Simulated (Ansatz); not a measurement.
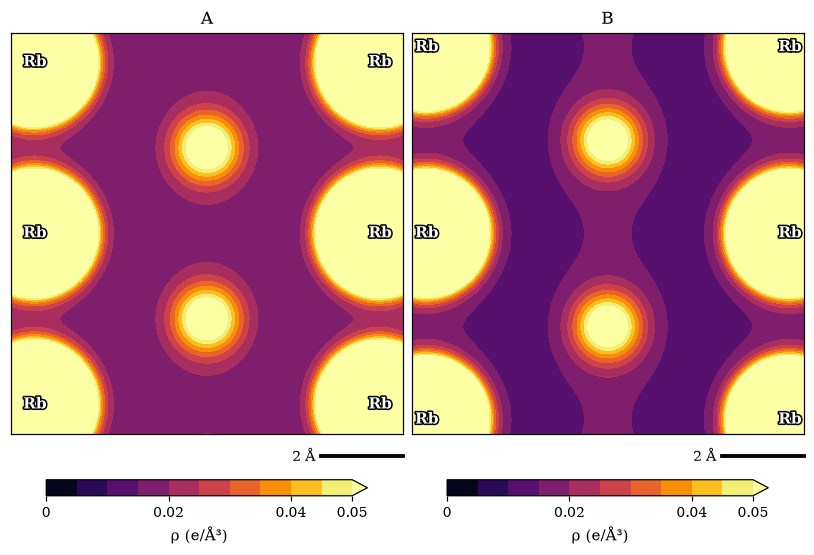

Rb. The valence electron density of two cells that differ in size and shape, on the (11̄0) plane of each (indices in the axes of the calculation cell), at one length scale and on one colour scale: B has 88.5 Å³ an atom and A 77.3.

Computed with Ansatz 0.2.0, DFT PBE+D3(BJ), scalar-relativistic, plane waves, PAW.

Core electrons are frozen (PAW), and the valence fields are smoothed inside the atomic spheres.

The larger cell:

```
Rb
1.0
     2.28846   -4.32975    0.00000
     2.28846    4.32975    0.00000
     0.00000    0.00000    8.92758
Rb
2
Direct
  0.83600 0.16400 0.75000
  0.16400 0.83600 0.25000
```

The smaller cell: a = 4.813 Å, b = 4.813 Å, c = 8.485 Å, α = 90.00°, β = 90.00°, γ = 128.19°.

Question: What changes from the larger cell to the smaller?

Answer: From the larger cell to the smaller, Rb–Rb goes from 4.58 to 4.21 Å, and the density at its midpoint from 0.02 to 0.02 e/Å³; the pressure goes from 0.0 to 0.5 GPa.
